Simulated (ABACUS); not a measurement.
**Single-point calculation at one volume of an equation of state of Cs (part 2 of 2)**

The same run, continued: Cs (1 atom in the cell); Kohn-Sham DFT of a periodic cell, PBE, PseudoDojo NC SR 0.4.1 PBE standard, no spin polarisation (ABACUS 3.10.1); cutoff 1360.57 eV, 6×6×6 k-mesh, fermi-dirac of 0.05 eV. The structure derives from a Materials Project entry. It belongs to a series of runs on one base structure; here: volume scaled by 1.02.

Geometry of the input (Å; fractional positions):
```
-3.1492  3.1492  3.1492
3.1492  -3.1492  3.1492
3.1492  3.1492  -3.1492
Cs 0.0000  0.0000  0.0000
```

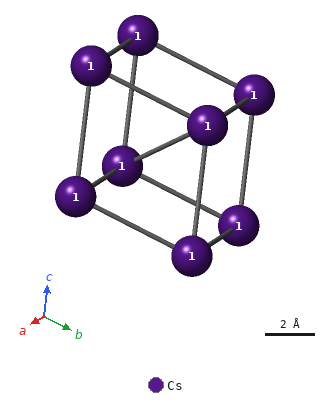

Fig. 1: The structure (ball-and-stick view of the cell of the calculation, seen slightly off an axis; atoms are numbered from 1 in the order of the input).

### Output, continued
```
----------------------------------------------------------
 E_KohnSham     -46.7515454172       -636.0874079795
 E_Harris       -46.9202750984       -638.3830930657
 E_Fermi        0.1463870723         1.9916982965
----------------------------------------------------------

 LCAO ALGORITHM --------------- ION=   1  ELEC=   2--------------------------------

 Density error is 0.0085162965899
----------------------------------------------------------
     Energy           Rydberg                 eV
----------------------------------------------------------
 E_KohnSham     -46.7516724515       -636.0891363702
 E_Harris       -46.8057660944       -636.8251181390
 E_Fermi        0.1439056181         1.9579363800
----------------------------------------------------------

 LCAO ALGORITHM --------------- ION=   1  ELEC=   3--------------------------------

 Density error is 0.0045047754378
----------------------------------------------------------
     Energy           Rydberg                 eV
----------------------------------------------------------
 E_KohnSham     -46.7516922175       -636.0894053001
 E_Harris       -46.7722065918       -636.3685176811
 E_Fermi        0.1427099125         1.9416679717
----------------------------------------------------------

 LCAO ALGORITHM --------------- ION=   1  ELEC=   4--------------------------------

 Density error is 0.000232685759934
----------------------------------------------------------
     Energy           Rydberg                 eV
----------------------------------------------------------
 E_KohnSham     -46.7516952183       -636.0894461287
 E_Harris       -46.7515334791       -636.0872455542
 E_Fermi        0.1416872559         1.9277540142
----------------------------------------------------------

 LCAO ALGORITHM --------------- ION=   1  ELEC=   5--------------------------------

 Density error is 2.34704220104e-05
----------------------------------------------------------
     Energy           Rydberg                 eV
----------------------------------------------------------
 E_KohnSham     -46.7516952282       -636.0894462629
 E_Harris       -46.7517653592       -636.0904004447
 E_Fermi        0.1416923041         1.9278226984
----------------------------------------------------------

 LCAO ALGORITHM --------------- ION=   1  ELEC=   6--------------------------------

 Density error is 4.44596167879e-06
----------------------------------------------------------
     Energy           Rydberg                 eV
----------------------------------------------------------
 E_KohnSham     -46.7516952284       -636.0894462653
 E_Harris       -46.7516550647       -636.0888998100
 E_Fermi        0.1416917811         1.9278155821
----------------------------------------------------------

 LCAO ALGORITHM --------------- ION=   1  ELEC=   7--------------------------------

 Density error is 1.58910868784e-06
----------------------------------------------------------
     Energy           Rydberg                 eV
----------------------------------------------------------
 E_KohnSham     -46.7516952284       -636.0894462654
 E_Harris       -46.7517097643       -636.0896440373
 E_Fermi        0.1416930956         1.9278334673
----------------------------------------------------------

 LCAO ALGORITHM --------------- ION=   1  ELEC=   8--------------------------------

 Density error is 8.64852201179e-08
----------------------------------------------------------
     Energy           Rydberg                 eV
----------------------------------------------------------
 E_KohnSham     -46.7516952284       -636.0894462655
 E_KS(sigma->0) -46.7510341781       -636.0804522150
 E_Harris       -46.7516946278       -636.0894380937
 E_band         -7.0130512646        -95.4174575646
 E_one_elec     -18.7867327087       -255.6066116406
 E_Hartree      10.4626270157        142.3513434623
 E_xc           -13.6595734145       -185.8480306862
 E_Ewald        -24.7666940204       -336.9681592999
 E_entropy(-TS) -0.0013221006        -0.0179881009
 E_descf        0.0000000000         0.0000000000
 E_exx          0.0000000000         0.0000000000
 E_Fermi        0.1416927294         1.9278284846
----------------------------------------------------------

 charge density convergence is achieved
 final etot is -636.08944627 eV
 EFERMI = 1.9278284846 eV

 STATE ENERGY(eV) AND OCCUPATIONS    NSPIN == 1
 1/16 kpoint (Cartesian) = 0.0000 0.0000 0.0000 (3550 pws)
       1       -22.0042     0.00925926
       2       -8.75527     0.00925926
       3       -8.75527     0.00925926
       4       -8.75527     0.00925926
       5       0.321870     0.00925926
       6        4.35611    7.49587e-24
       7        4.35611    7.49587e-24
       8        4.35611    7.49587e-24
       9        5.17524    5.75288e-31

 2/16 kpoint (Cartesian) = 0.026462 -0.026462 0.0000 (3553 pws)
       1       -22.0031       0.111111
       2       -8.78152       0.111111
       3       -8.76401       0.111111
       4       -8.75524       0.111111
       5       0.600562       0.111111
       6        4.05196    3.94248e-20
       7        4.11597    1.09600e-20
       8        4.63269    3.56154e-25
       9        4.97255    3.97739e-28

 3/16 kpoint (Cartesian) = 0.052924 -0.052924 0.0000 (3532 pws)
       1       -22.0009       0.111111
       2       -8.83277       0.111111
       3       -8.78135       0.111111
       4       -8.75519       0.111111
       5        1.33253       0.111110
       6        3.26123    2.91063e-13
       7        3.72939    2.49790e-17
       8        5.08411    4.27181e-29
       9        5.33189    3.00901e-31

 4/16 kpoint (Cartesian) = 0.079386 0.079386 0.15877 (3565 pws)
       1       -21.9997      0.0555556
       2       -8.85780      0.0555556
       3       -8.78996      0.0555556
       4       -8.75517      0.0555556
       5        1.98410      0.0136107
       6        2.73889    5.01148e-09
       7        3.57054    2.99447e-16
       8        4.97694    1.82186e-28
       9        5.57814    1.09272e-33

 5/16 kpoint (Cartesian) = 0.052924 -0.026462 -0.026462 (3557 pws)
       1       -22.0014       0.222222
       2       -8.81639       0.222222
       3       -8.77481       0.222222
       4       -8.76126       0.222222
       5        1.11458       0.222222
       6        3.54340    2.06122e-15
       7        3.74812    3.43478e-17
       8        4.88981    4.16240e-27
       9        5.12522    3.75467e-29

 6/16 kpoint (Cartesian) = 0.079386 0.10585 0.13231 (3558 pws)
       1       -21.9997       0.444444
       2       -8.84492       0.444444
       3       -8.79511       0.444444
       4       -8.76334       0.444444
       5        1.94447       0.185588
       6        2.93353    8.17328e-10
       7        3.44678    2.84693e-14
       8        4.92033    4.52130e-27
       9        5.41068    2.48955e-31

[... levels at 10 further k points ...]

 correction force for each atom along direction 1 is -2.08713e-14
 correction force for each atom along direction 2 is -1.94325e-14
 correction force for each atom along direction 3 is 1.61323e-14
------------------------------------------------------------------------------------------
 TOTAL-FORCE (eV/Angstrom)
------------------------------------------------------------------------------------------
                       Cs1         0.0000000000         0.0000000000         0.0000000000
------------------------------------------------------------------------------------------

----------------------------------------------------------------
 TOTAL-STRESS (KBAR)
----------------------------------------------------------------
        -1.2977524606        -0.0000000000        -0.0000000000
        -0.0000000000        -1.2977524606         0.0000000000
         0.0000000000         0.0000000000        -1.2977524606
----------------------------------------------------------------
 TOTAL-PRESSURE: -1.297752 KBAR

 --------------------------------------------
 !FINAL_ETOT_IS -636.0894462654575818 eV
 --------------------------------------------
```

### File mulliken.txt
```
 0
CALCULATE THE MULLIkEN ANALYSIS FOR EACH ATOM
 Total charge:	9
Decomposed Mulliken populations
0                             Zeta of Cs              Spin 1
s                                      0              2.0000
s                                      1              0.6812
s                                      2             -0.0076
s                                      3             -0.0010
SUM OVER M+Zeta                                       2.6727

pz                                     0              2.0002
px                                     0              1.9996
py                                     0              1.9998
SUM OVER M                                            5.9996
pz                                     1              0.0189
px                                     1              0.1044
py                                     1              0.0285
SUM OVER M                                            0.1518
pz                                     2              0.0083
px                                     2              0.0527
py                                     2              0.0138
SUM OVER M                                            0.0747
SUM OVER M+Zeta                                       6.2262

dz^2                                   0              0.0089
dxz                                    0              0.0070
dyz                                    0              0.0014
dx^2-y^2                               0              0.0089
dxy                                    0              0.0206
SUM OVER M                                            0.0469
dz^2                                   1              0.0100
dxz                                    1              0.0066
dyz                                    1              0.0013
dx^2-y^2                               1              0.0112
dxy                                    1              0.0179
SUM OVER M                                            0.0470
dz^2                                   2              0.0013
dxz                                    2              0.0010
dyz                                    2              0.0002
dx^2-y^2                               2              0.0017
dxy                                    2              0.0024
SUM OVER M                                            0.0067
SUM OVER M+Zeta                                       0.1005

fz^3                                   0              0.0003
fxz^2                                  0              0.0000
fyz^2                                  0              0.0000
fzx^2-zy^2                             0              0.0000
fxyz                                   0              0.0001
fx^3-3*xy^2                            0             -0.0000
f3yx^2-y^3                             0              0.0002
SUM OVER M                                            0.0006
SUM OVER M+Zeta                                       0.0006

SUM OVER M+Zeta+L                                     9.0000

Total Charge on atom:                 Cs              9.0000
```

### Summary

| quantity | value |
| --- | --- |
| outcome | converged |
| space group (tolerance 0.01 Å) | Im-3m (229) |
| electrons treated | 9 |
| free energy | −636.0894 eV |
| Fermi energy | 1.928 eV |
| gap on the k-point mesh | none (metallic) |
| pressure | −0.13 GPa |
| largest force (length of the vector) | under 0.001 eV/Å |
| wall time | 7.3 s (CPU time 29 s) |
| peak memory | 0.56 GiB |

### Notes

Points of doubt noted for this run: home made orbitals.
